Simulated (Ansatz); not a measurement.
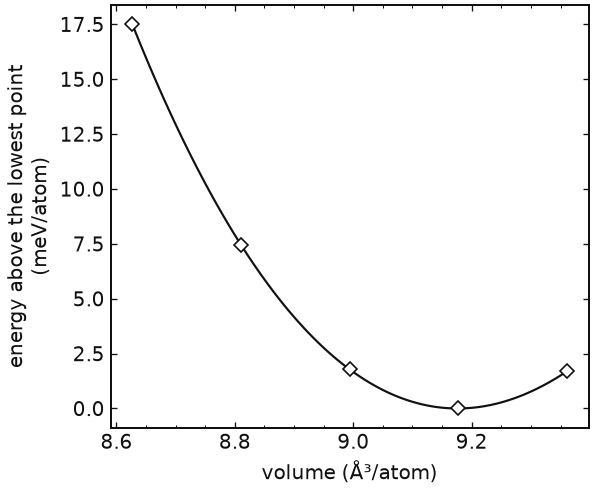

The figure shows the energy above the lowest point against volume for Cu₂O₅, space group Pn-3m (No. 224) (one of a set of cubic test structures, which need not be the stable phase).

Computed with Ansatz 0.2.0 development build: equation of state of a cubic crystal from periodic Kohn-Sham density functional theory without spin, third-order Birch-Murnaghan fit to the free energies; pressure corrected for the finite basis. Level: PBE.

structure type cubic X2O5; atoms in cell 14; space group number 224; lattice centring simple cubic; k mesh 11×11×11; occupation method Fermi–Dirac; occupation width 0.06123 eV; wave cutoff 700 eV; datasets soft-1 PAW; density tolerance 1e−09 eV; bands 82; density cutoff ratio 4; search for lower states default.

From this curve and the settings, what does the calculation give for the pressure at the same points?

The pressure falls from 10.8 GPa at volume 8.6267 Å³/atom to −2.9 GPa at 9.3609 Å³/atom, and changes sign near 9.18 Å³/atom.

```csv
volume (Å³/atom),pressure (GPa)
8.6267,10.8
8.8103,6.8
8.9938,3.2
9.1774,0.0
9.3609,-2.9
```

Note: cubic model structure, not the ambient form; modest k-mesh, values are not fully converged in k; no spin polarisation, a magnetic state may lie lower.
